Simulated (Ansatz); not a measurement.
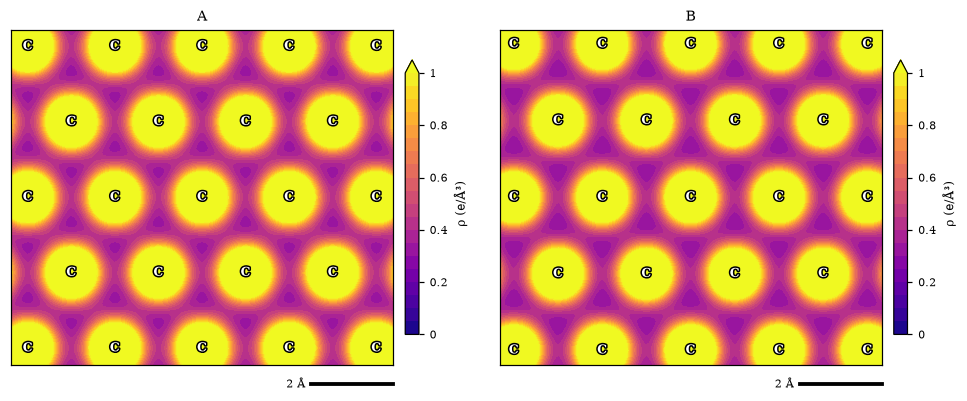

C. The valence electron density of two cells that differ in size, on the (010) plane of each (indices in the axes of the calculation cell), at one length scale and on one colour scale; one has 6.8 and the other 7.1 Å³ an atom.

These are results of DFT, revPBE, plane waves (420 eV) with PAW, scalar-relativistic in Ansatz, not measurements.

The larger cell:

```cif
data_structure
_symmetry_space_group_name_H-M 'P 1'
_symmetry_Int_Tables_number 1
_cell_length_a 2.1618
_cell_length_b 2.1618
_cell_length_c 2.1618
_cell_angle_alpha 60.000
_cell_angle_beta 60.000
_cell_angle_gamma 60.000
_cell_volume 7.14
loop_
_atom_site_label
_atom_site_type_symbol
_atom_site_fract_x
_atom_site_fract_y
_atom_site_fract_z
_atom_site_occupancy
C1 C 0.00000 0.00000 0.00000 1
```

The smaller cell: a = 2.131 Å, b = 2.131 Å, c = 2.131 Å, α = 60.00°, β = 60.00°, γ = 60.00°.

**Which panel shows the smaller cell, and what does the compression change?**

Panel A is the smaller cell, by 4 % in volume. From the larger cell to the smaller, C–C goes from 2.16 to 2.13 Å, and the density at its midpoint from 0.41 to 0.44 e/Å³; the pressure goes from 6 to 14 GPa.
